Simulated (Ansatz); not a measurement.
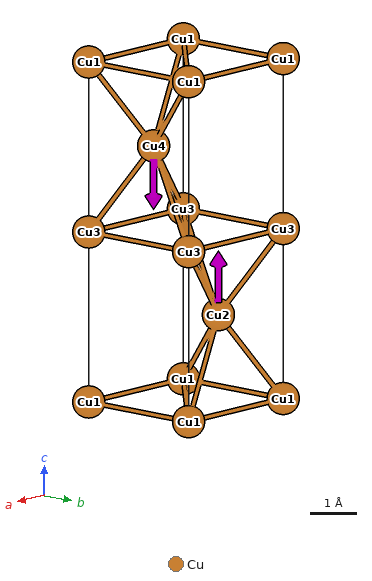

One vibrational mode of crystalline Cu relaxed at 18 GPa at the zone centre. The purple arrows are the displacements of the atoms (eigenvector over the root of the mass), of arbitrary overall length and sign. The picture is a ball-and-stick view of the cell of the calculation, seen from a free direction.

Method: DFT PBE, scalar-relativistic, plane waves, PAW in Ansatz 0.2.0. Set-up: plane-wave cutoff 420 eV; k-point mesh 18 × 18 × 6; occupations fermi dirac; smearing width 0.15 eV; target pressure 18 GPa; no spin polarisation.

The frequencies depend somewhat on the k-mesh and the smearing.

Give the symmetry, activity and frequency of this mode.

Answer. This is the B₁g mode at 221 cm⁻¹, optical level 4 of 6, counted from below, silent by symmetry (neither infrared- nor Raman-active). The Cu (2a) atoms stay at rest; all motion is along c; atoms of one kind move against one another, with no net shift of their sublattice.
